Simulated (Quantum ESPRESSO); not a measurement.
# Run report: WS2, relaxation of cell and atoms (part 2 of 2)

WS2 (P-6m2, 3 atoms in the cell); Kohn-Sham DFT of a periodic cell, PBE with D3(BJ), PseudoDojo 0.4.1 SR PBE standard, no spin polarisation (Quantum ESPRESSO 7.5); cutoff 1006.82 eV, 10×10×2 k-mesh, fermi-dirac of 0.05 eV. The structure derives from a Materials Project entry.

Geometry of the input (Å; fractional positions):
```
3.1835  0.0000  0.0000
-1.5918  2.7570  0.0000
0.0000  0.0000  16.9506
W  0.0000  0.0000  0.0000
S  0.3333  0.6667  0.0920
S  0.3333  0.6667  0.9080
```

### What the program printed, continued
```
          k = 0.2000 0.4619-0.0939 ( 10798 PWs)   bands (ev):

   -73.7254 -38.1069 -37.9614 -37.9185 -12.4073 -12.0769  -5.5287  -4.9685
    -3.9149  -3.2271  -2.8185  -1.6240  -0.3181   2.7844   3.5694   3.8445
     5.3254   6.9140   8.4289   8.7258

          k = 0.2000 0.5774 0.0000 ( 10792 PWs)   bands (ev):

   -73.7241 -38.1216 -37.9780 -37.9138 -12.1909 -11.9996  -5.6348  -5.2467
    -3.9958  -3.1112  -2.8912  -1.8626  -0.0570   2.6375   3.9833   3.9914
     5.3317   6.2361   8.5680   9.4824

          k = 0.2000 0.5774-0.0939 ( 10788 PWs)   bands (ev):

   -73.7241 -38.1216 -37.9780 -37.9138 -12.1909 -11.9996  -5.6348  -5.2467
    -3.9958  -3.1112  -2.8912  -1.8626  -0.0570   2.6375   3.9833   3.9914
     5.3317   6.2361   8.5680   9.4789

          k = 0.3000 0.5196 0.0000 ( 10804 PWs)   bands (ev):

   -73.7236 -38.0915 -38.0207 -37.9120 -12.1169 -11.9597  -5.4079  -5.2394
    -4.0026  -3.5465  -3.0183  -1.9575   0.1323   2.2849   3.7250   4.1923
     5.7434   6.8734   7.6520   9.4473

          k = 0.3000 0.5196-0.0939 ( 10794 PWs)   bands (ev):

   -73.7236 -38.0915 -38.0207 -37.9120 -12.1169 -11.9597  -5.4079  -5.2394
    -4.0026  -3.5465  -3.0183  -1.9575   0.1323   2.2849   3.7250   4.1923
     5.7434   6.8735   7.6520   9.4439

     the Fermi energy is     1.2639 ev

!    total energy              =    -196.10158590 Ry
     estimated scf accuracy    <          1.7E-10 Ry
     smearing contrib. (-TS)   =      -0.00000000 Ry
     internal energy E=F+TS    =    -196.10158590 Ry

     The total energy is F=E-TS. E is the sum of the following terms:
     one-electron contribution =    -864.41330070 Ry
     hartree contribution      =     432.56824769 Ry
     xc contribution           =     -45.90183869 Ry
     ewald contribution        =     281.71213863 Ry
     DFT-D3 Dispersion         =      -0.06683283 Ry

     convergence has been achieved in  10 iterations

     Forces acting on atoms (cartesian axes, Ry/au):

     atom    1 type  1   force =     0.00000000    0.00000000    0.00000000
     atom    2 type  2   force =     0.00000000    0.00000000    0.00616796
     atom    3 type  2   force =     0.00000000    0.00000000   -0.00616796

     Total force =     0.008723     Total SCF correction =     0.000035

     Computing stress (Cartesian axis) and pressure

          total   stress  (Ry/bohr**3)                   (kbar)     P=       -2.23
  -0.00004017   0.00000000   0.00000000           -5.91        0.00        0.00
   0.00000000  -0.00004017   0.00000000            0.00       -5.91        0.00
   0.00000000  -0.00000000   0.00003490            0.00       -0.00        5.13

     BFGS Geometry Optimization
     Energy error            =      1.9E-04 Ry
     Gradient error          =      6.2E-03 Ry/Bohr
     Cell gradient error     =      5.9E+00 kbar

     number of scf cycles    =   1
     number of bfgs steps    =   0

     enthalpy           new  =    -196.1015859005 Ry

     new trust radius        =       0.0063647707 bohr
     new conv_thr            =       0.0000000006 Ry

     new unit-cell volume =   1002.84046 a.u.^3 (   148.60562 Ang^3 )
     density =      2.77074 g/cm^3

CELL_PARAMETERS (angstrom)
   3.180318956   0.000000000   0.000000000
  -1.590159478   2.754237008  -0.000000000
   0.000000000   0.000000000  16.965366943

ATOMIC_POSITIONS (crystal)
W                0.0000000000        0.0000000000        0.0000000000
S                0.3333333333        0.6666666667        0.0921930666
S                0.3333333333        0.6666666667        0.9078069334

     NEW-OLD atomic charge density approx. for the potential
     New effective cutoffs (rho, wfc):  296.50   74.14

     negative rho (up, down):  3.684E-07 0.000E+00

     Self-consistent Calculation

[... 51 further cycles ...]
     iteration #  3     ecut=    74.00 Ry     beta= 0.50
     Davidson diagonalization with overlap
     ethr =  4.99E-05,  avg # of iterations =  6.4

     negative rho (up, down):  2.395E-06 0.000E+00

     total energy              =    -196.09920211 Ry
     estimated scf accuracy    <       0.01839747 Ry

     iteration #  4     ecut=    74.00 Ry     beta= 0.50
     Davidson diagonalization with overlap
     ethr =  4.99E-05,  avg # of iterations =  2.1

     negative rho (up, down):  3.764E-08 0.000E+00

     total energy              =    -196.10198842 Ry
     estimated scf accuracy    <       0.00091253 Ry

     iteration #  5     ecut=    74.00 Ry     beta= 0.50
     Davidson diagonalization with overlap
     ethr =  3.51E-06,  avg # of iterations =  5.0

     total energy              =    -196.10205064 Ry
     estimated scf accuracy    <       0.00006918 Ry

     iteration #  6     ecut=    74.00 Ry     beta= 0.50
     Davidson diagonalization with overlap
     ethr =  2.66E-07,  avg # of iterations =  2.4

     total energy              =    -196.10206492 Ry
     estimated scf accuracy    <       0.00000343 Ry

     iteration #  7     ecut=    74.00 Ry     beta= 0.50
     Davidson diagonalization with overlap
     ethr =  1.32E-08,  avg # of iterations =  3.9

     total energy              =    -196.10206623 Ry
     estimated scf accuracy    <       0.00000087 Ry

     iteration #  8     ecut=    74.00 Ry     beta= 0.50
     Davidson diagonalization with overlap
     ethr =  3.33E-09,  avg # of iterations =  2.1

     total energy              =    -196.10206645 Ry
     estimated scf accuracy    <       0.00000003 Ry

     iteration #  9     ecut=    74.00 Ry     beta= 0.50
     Davidson diagonalization with overlap
     ethr =  9.94E-11,  avg # of iterations =  4.0

     total energy              =    -196.10206645 Ry
     estimated scf accuracy    <          9.9E-09 Ry

     iteration # 10     ecut=    74.00 Ry     beta= 0.50
     Davidson diagonalization with overlap
     ethr =  3.81E-11,  avg # of iterations =  2.0

     total energy              =    -196.10206645 Ry
     estimated scf accuracy    <          1.4E-09 Ry

     iteration # 11     ecut=    74.00 Ry     beta= 0.50
     Davidson diagonalization with overlap
     ethr =  5.48E-12,  avg # of iterations =  3.3

     total energy              =    -196.10206645 Ry
     estimated scf accuracy    <          9.6E-11 Ry

     iteration # 12     ecut=    74.00 Ry     beta= 0.50
     Davidson diagonalization with overlap
     ethr =  3.68E-13,  avg # of iterations =  2.5

     End of self-consistent calculation

          k = 0.0000 0.0000 0.0000 ( 10665 PWs)   bands (ev):

   -73.6286 -37.8806 -37.7014 -37.7014 -14.4386 -12.8058  -6.0316  -2.4212
    -2.4212  -1.8009  -1.1759  -1.1759   0.2644   3.3291   3.3291   3.4604
     3.4604   5.3870   5.8411   6.0078

          k = 0.0000 0.0000-0.0936 ( 10732 PWs)   bands (ev):

   -73.6286 -37.8806 -37.7014 -37.7014 -14.4386 -12.8058  -6.0316  -2.4212
    -2.4212  -1.8009  -1.1759  -1.1759   0.2644   3.3291   3.3291   3.4604
     3.4604   5.4530   5.6385   6.1751

          k = 0.0000 0.1163 0.0000 ( 10616 PWs)   bands (ev):

   -73.6268 -37.8743 -37.7363 -37.7095 -14.2705 -12.7428  -5.8307  -2.8467
    -2.2892  -2.2570  -1.4339  -0.9925   0.1872   3.0670   3.2056   3.3164
     3.6307   5.7342   6.0410   6.5829

          k = 0.0000 0.1163-0.0936 ( 10638 PWs)   bands (ev):

   -73.6268 -37.8743 -37.7363 -37.7095 -14.2705 -12.7428  -5.8307  -2.8467
    -2.2892  -2.2570  -1.4339  -0.9925   0.1872   3.0671   3.2055   3.3164
     3.6307   5.8400   5.8608   6.7449

          k = 0.0000 0.2327 0.0000 ( 10634 PWs)   bands (ev):

   -73.6222 -37.8578 -37.8267 -37.7306 -13.8030 -12.5685  -5.3297  -3.7351
    -3.0885  -1.9837  -1.8247  -1.1260  -0.2043   2.6585   3.0532   3.3469
     4.2509   6.3381   6.6055   7.4934

          k = 0.0000 0.2327-0.0936 ( 10634 PWs)   bands (ev):

   -73.6222 -37.8578 -37.8267 -37.7306 -13.8030 -12.5685  -5.3297  -3.7351
    -3.0885  -1.9837  -1.8247  -1.1260  -0.2043   2.6586   3.0532   3.3469
     4.2509   6.4200   6.4741   7.9343

          k = 0.0000 0.3490 0.0000 ( 10666 PWs)   bands (ev):

   -73.6165 -37.9365 -37.8373 -37.7566 -13.1497 -12.3300  -5.2188  -4.1872
    -3.9165  -2.5179  -1.4817  -1.3080  -0.7614   2.8266   2.9684   3.8799
     4.7789   7.0210   7.3863   7.7322

          k = 0.0000 0.3490-0.0936 ( 10676 PWs)   bands (ev):

   -73.6165 -37.9365 -37.8373 -37.7566 -13.1497 -12.3300  -5.2188  -4.1872
    -3.9165  -2.5179  -1.4817  -1.3080  -0.7614   2.8266   2.9684   3.8798
     4.7789   7.0658   7.2721   7.8478

          k = 0.0000 0.4653 0.0000 ( 10680 PWs)   bands (ev):

   -73.6119 -38.0239 -37.8207 -37.7775 -12.5243 -12.1127  -5.8487  -4.5710
    -4.0481  -2.8799  -1.7259  -0.9433  -0.7766   3.1713   3.3416   4.3221
     5.0625   6.3776   7.8460   7.9168

          k = 0.0000 0.4653-0.0936 ( 10680 PWs)   bands (ev):

   -73.6119 -38.0239 -37.8207 -37.7775 -12.5243 -12.1127  -5.8487  -4.5710
    -4.0481  -2.8799  -1.7259  -0.9433  -0.7766   3.1713   3.3416   4.3221
     5.0625   6.3776   7.8389   7.9315

          k =-0.0000-0.5817-0.0000 ( 10654 PWs)   bands (ev):

   -73.6101 -38.0570 -37.8143 -37.7855 -12.2493 -12.0224  -6.1537  -4.8230
    -4.0637  -3.0063  -1.8019  -0.8265  -0.5565   3.3444   3.7606   4.4430
     5.1435   5.5392   7.9921   8.2258

          k =-0.0000-0.5817-0.0936 ( 10696 PWs)   bands (ev):

   -73.6101 -38.0570 -37.8143 -37.7855 -12.2493 -12.0224  -6.1537  -4.8230
    -4.0637  -3.0063  -1.8019  -0.8266  -0.5565   3.3444   3.7606   4.4430
     5.1435   5.5393   7.9919   8.2267

          k = 0.1007 0.1745 0.0000 ( 10632 PWs)   bands (ev):

   -73.6236 -37.8629 -37.7964 -37.7266 -13.9523 -12.6237  -5.4674  -3.4826
    -2.7857  -2.0584  -1.9888  -0.8692  -0.0444   2.6929   3.1024   3.1402
     4.1615   6.1751   6.4278   7.3580

          k = 0.1007 0.1745-0.0936 ( 10614 PWs)   bands (ev):

   -73.6236 -37.8629 -37.7964 -37.7266 -13.9523 -12.6237  -5.4674  -3.4826
    -2.7857  -2.0584  -1.9888  -0.8692  -0.0444   2.6929   3.1025   3.1402
     4.1614   6.2340   6.3277   7.7610

          k = 0.1007 0.2908 0.0000 ( 10664 PWs)   bands (ev):

   -73.6185 -37.8904 -37.8444 -37.7563 -13.3881 -12.4141  -5.0244  -4.1745
    -3.4908  -2.7501  -1.7136  -1.0429  -0.4761   2.4763   3.1087   3.4219
     4.7831   6.8904   7.1383   8.0336

          k = 0.1007 0.2908-0.0936 ( 10650 PWs)   bands (ev):

   -73.6185 -37.8904 -37.8444 -37.7563 -13.3881 -12.4141  -5.0244  -4.1745
    -3.4908  -2.7501  -1.7136  -1.0429  -0.4761   2.4763   3.1087   3.4219
     4.7830   6.9777   7.0116   8.3148

          k = 0.1007 0.4072 0.0000 ( 10680 PWs)   bands (ev):

   -73.6133 -37.9825 -37.8258 -37.7861 -12.7351 -12.1775  -5.4408  -4.3283
    -4.0430  -3.0122  -1.7354  -1.4391  -0.5309   2.7375   3.4033   3.9720
     5.0778   7.2582   7.8181   7.9425

          k = 0.1007 0.4072-0.0936 ( 10678 PWs)   bands (ev):

   -73.6133 -37.9825 -37.8258 -37.7861 -12.7351 -12.1775  -5.4408  -4.3283
    -4.0430  -3.0122  -1.7354  -1.4391  -0.5309   2.7375   3.4033   3.9720
     5.0778   7.2607   7.8679   7.8811

          k = 0.1007 0.5235 0.0000 ( 10680 PWs)   bands (ev):

   -73.6101 -38.0388 -37.8143 -37.8045 -12.2609 -12.0136  -5.9284  -4.8560
    -3.9973  -3.0621  -1.7385  -1.6568  -0.2774   3.1901   3.7487   4.4850
     4.9130   6.0281   8.4660   8.5715

          k = 0.1007 0.5235-0.0936 ( 10690 PWs)   bands (ev):

   -73.6101 -38.0388 -37.8143 -37.8045 -12.2609 -12.0136  -5.9284  -4.8560
    -3.9973  -3.0621  -1.7386  -1.6568  -0.2774   3.1901   3.7487   4.4850
     4.9129   6.0281   8.4704   8.5682

          k = 0.2015 0.3490 0.0000 ( 10666 PWs)   bands (ev):

   -73.6139 -37.9551 -37.8278 -37.8013 -12.8142 -12.1991  -5.1380  -4.1601
    -4.0517  -3.2490  -2.2109  -1.1807  -0.4571   2.5076   3.4696   3.6243
     5.2506   7.6994   7.9597   8.0423

          k = 0.2015 0.3490-0.0936 ( 10660 PWs)   bands (ev):

   -73.6139 -37.9551 -37.8278 -37.8013 -12.8142 -12.1991  -5.1380  -4.1601
    -4.0517  -3.2490  -2.2109  -1.1807  -0.4571   2.5076   3.4696   3.6242
     5.2506   7.7711   7.8504   8.0508

          k = 0.2015 0.4653 0.0000 ( 10661 PWs)   bands (ev):

   -73.6101 -38.0003 -37.8443 -37.8143 -12.2794 -11.9991  -5.4576  -4.9043
    -3.8246  -3.1745  -2.7208  -1.5947  -0.2065   2.8924   3.7837   3.9003
     5.4473   7.0067   8.5149   8.8588

          k = 0.2015 0.4653-0.0936 ( 10664 PWs)   bands (ev):

   -73.6101 -38.0003 -37.8443 -37.8143 -12.2794 -11.9991  -5.4576  -4.9043
    -3.8246  -3.1745  -2.7208  -1.5947  -0.2065   2.8924   3.7837   3.9003
     5.4473   7.0068   8.5230   8.8281

          k = 0.2015 0.5817 0.0000 ( 10648 PWs)   bands (ev):

   -73.6087 -38.0161 -37.8621 -37.8092 -12.0518 -11.9146  -5.5791  -5.1929
    -3.9125  -3.0498  -2.7902  -1.8483   0.0542   2.8489   4.0076   4.1399
     5.4764   6.3184   8.6715   9.5847

          k = 0.2015 0.5817-0.0936 ( 10660 PWs)   bands (ev):

   -73.6087 -38.0161 -37.8621 -37.8092 -12.0518 -11.9146  -5.5791  -5.1929
    -3.9125  -3.0498  -2.7902  -1.8483   0.0542   2.8489   4.0076   4.1399
     5.4764   6.3184   8.6715   9.5813

          k = 0.3022 0.5235 0.0000 ( 10662 PWs)   bands (ev):

   -73.6082 -37.9835 -37.9082 -37.8072 -11.9744 -11.8716  -5.3486  -5.1767
    -3.9262  -3.4496  -2.9754  -1.9406   0.2430   2.5022   3.7331   4.3117
     5.9138   6.9275   7.7889   9.5506

          k = 0.3022 0.5235-0.0936 ( 10662 PWs)   bands (ev):

   -73.6082 -37.9835 -37.9082 -37.8072 -11.9744 -11.8716  -5.3486  -5.1767
    -3.9262  -3.4496  -2.9754  -1.9406   0.2430   2.5022   3.7331   4.3117
     5.9138   6.9275   7.7889   9.5475

     the Fermi energy is     1.3673 ev

!    total energy              =    -196.10206645 Ry
     estimated scf accuracy    <          1.8E-12 Ry
     smearing contrib. (-TS)   =      -0.00000000 Ry
     internal energy E=F+TS    =    -196.10206645 Ry

     The total energy is F=E-TS. E is the sum of the following terms:
     one-electron contribution =    -875.86443118 Ry
     hartree contribution      =     438.39082379 Ry
     xc contribution           =     -45.91339972 Ry
     ewald contribution        =     287.35257043 Ry
     DFT-D3 Dispersion         =      -0.06762978 Ry

     convergence has been achieved in  12 iterations

     Forces acting on atoms (cartesian axes, Ry/au):

     atom    1 type  1   force =     0.00000000    0.00000000    0.00000000
     atom    2 type  2   force =     0.00000000   -0.00000000    0.00009107
     atom    3 type  2   force =     0.00000000   -0.00000000   -0.00009107

     Total force =     0.000129     Total SCF correction =     0.000003

     Computing stress (Cartesian axis) and pressure

          total   stress  (Ry/bohr**3)                   (kbar)     P=       -0.03
   0.00000014   0.00000000   0.00000000            0.02        0.00        0.00
   0.00000000   0.00000014   0.00000000            0.00        0.02        0.00
   0.00000000   0.00000000  -0.00000085            0.00        0.00       -0.12

=------------------------------------------------------------------------------=
   JOB DONE.
=------------------------------------------------------------------------------=
```

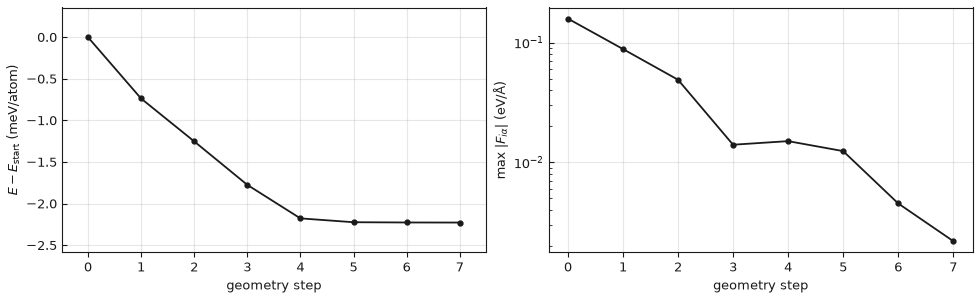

Fig. 1: Progress of the relaxation, step by step (steps are counted from 0).

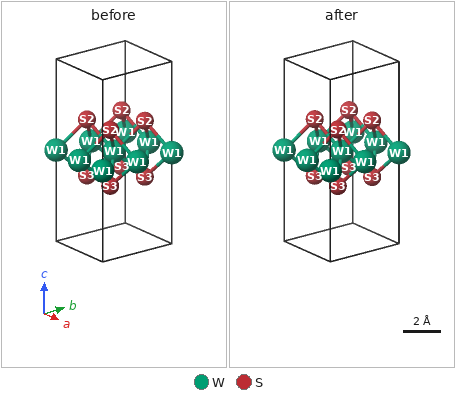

Fig. 2: Before (left) and after (right) the relaxation, at one scale (ball-and-stick view of the 2 × 2 repeat of the cell, with the vacuum cut short, seen slightly off an axis). The largest moves relative to the cell, 0.016 Å, are those of S2 and S3. W stays in place. In the plane the drawn cell goes a 6.367 → 6.320 Å (−0.7 %), b 6.367 → 6.320 Å (−0.7 %). The space group stays P-6m2 (No. 187). After 7 geometry steps the energy has fallen by 2.2 meV per atom. Largest force component: 0.16 eV/Å at the start, 0.0022 eV/Å at the end. (Atoms are counted from 1 in the order of the input.)

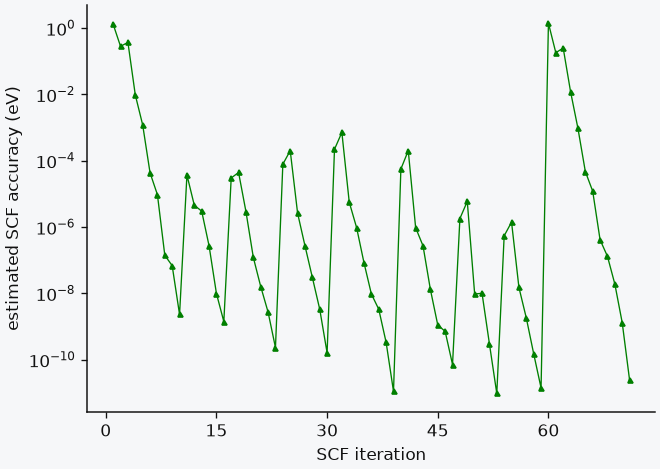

Fig. 3: Convergence of the self-consistent field: estimated SCF accuracy against the iteration. The field takes 71 iterations in all.

### Summary

```tsv
quantity	value
outcome	converged
space group (tolerance 0.01 Å)	P-6m2 (187)
electrons treated	26
free energy	−2668.1045 eV
Fermi energy	1.367 eV
gap on the k-point mesh	2.21 eV
pressure	0.00 GPa
final volume	146.99 Å³
largest force (length of the vector) at the end	0.002 eV/Å
final cell	a = 3.160 Å, b = 3.160 Å, c = 16.999 Å, α = 90.00°, β = 90.00°, γ = 120.00°
wall time	13 min
peak memory	0.28 GiB
```

### Notes

Notes on the run: negative rho. Spin–orbit coupling is left out, which matters for W.
